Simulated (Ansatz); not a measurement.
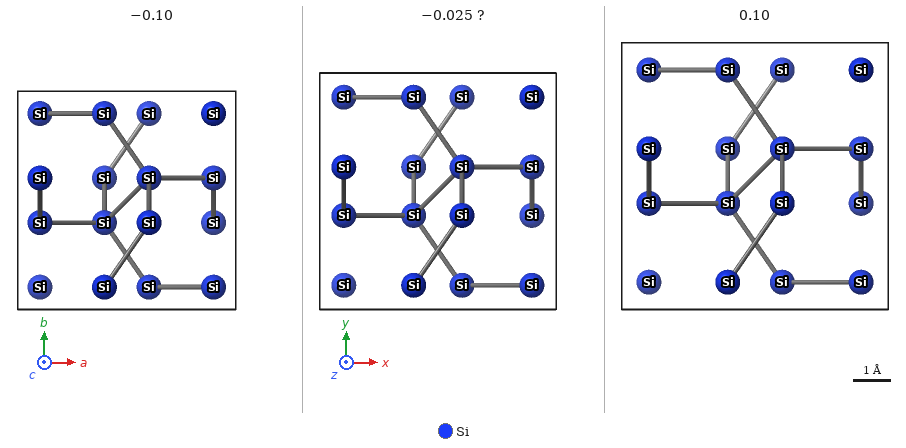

Energy scan for a crystal of Si (Ia-3), in which the cell is strained equally along x and y, with the atoms kept at their fractional coordinates. x, y and z are the Cartesian axes of the input. The picture is a ball-and-stick view of the conventional cell (2 times the calculation's cell), seen along the c axis. Lengths and directions refer to the drawn axes.

Computed with DFT LDA, scalar-relativistic, plane waves, PAW in Ansatz. Settings: plane-wave cutoff 420 eV; k-point mesh 8 × 8 × 8; occupations gaussian; smearing width 0.15 eV; no spin polarisation. Energies (free energies at the smearing named) are counted from the relaxed crystal.

```json
{"strain": "−0.1000", "E − E(ref) (meV/atom)": "369"}
{"strain": "−0.0750", "E − E(ref) (meV/atom)": "196"}
{"strain": "−0.0500", "E − E(ref) (meV/atom)": "82"}
{"strain": "−0.0250", "E − E(ref) (meV/atom)": "?"}
{"strain": "0.0000", "E − E(ref) (meV/atom)": "0"}
{"strain": "0.0250", "E − E(ref) (meV/atom)": "17"}
{"strain": "0.0500", "E − E(ref) (meV/atom)": "63"}
{"strain": "0.0750", "E − E(ref) (meV/atom)": "133"}
{"strain": "0.0875", "E − E(ref) (meV/atom)": "175"}
{"strain": "0.1000", "E − E(ref) (meV/atom)": "221"}
```

One row is withheld. What is its energy?

Answer. A straight line between the two neighbours gives 41 meV/atom. A cubic through the four nearest rows (−0.0750, −0.0500, 0.0000, 0.0250) gives, with Lagrange weights, (−0.1667)(196) + (0.6667)(82) + (0.6667)(0) + (−0.1667)(17) = 19 meV/atom. The calculation gives 19 meV/atom, so the cubic is right to the digits shown and the straight line 22 meV/atom too high, as the curve bends upwards here.

The whole profile:

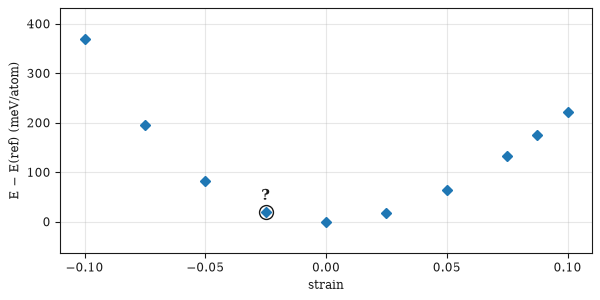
